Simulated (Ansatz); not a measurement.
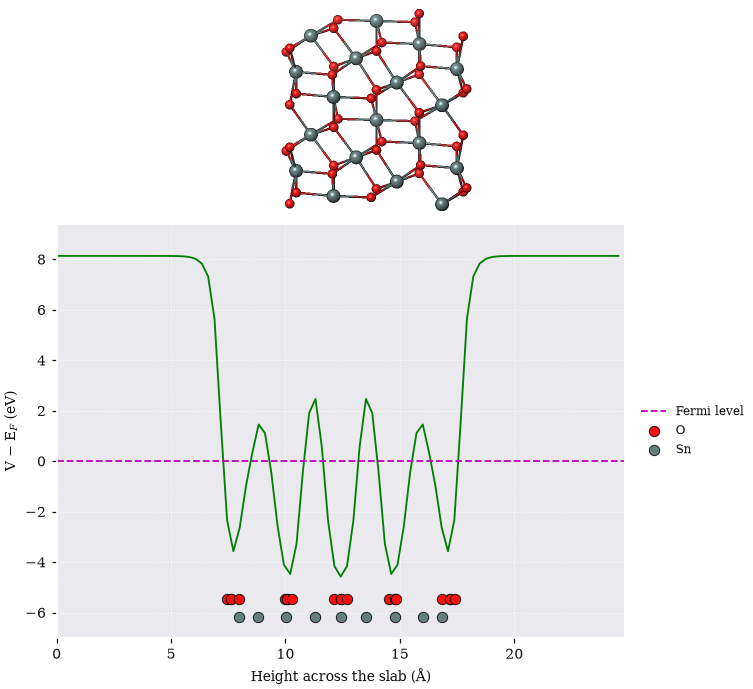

Plane-averaged electrostatic potential energy of an electron across the slab; circles at the bottom mark the heights of the atoms (positions after relaxation). The structure is drawn too.

System: a (111) slab cut from SnO₂ (P4_2/mnm), of composition Sn₉O₂₀ (not the bulk's), ended by O planes, 29 atoms in the cell.

Ansatz 0.2.0; DFT PBEsol, scalar-relativistic, plane waves, PAW, no spin polarisation, 5×5×1 k mesh.

What is the work function?

Answer. The work function is 8.13 eV, the same on both faces. The two vacuum levels agree, so the slab has no net dipole along its normal.

How thick are slab and vacuum?

Answer. The outermost atoms are 10.0 Å apart, which leaves 14.9 Å of vacuum in a cell 24.8 Å high.
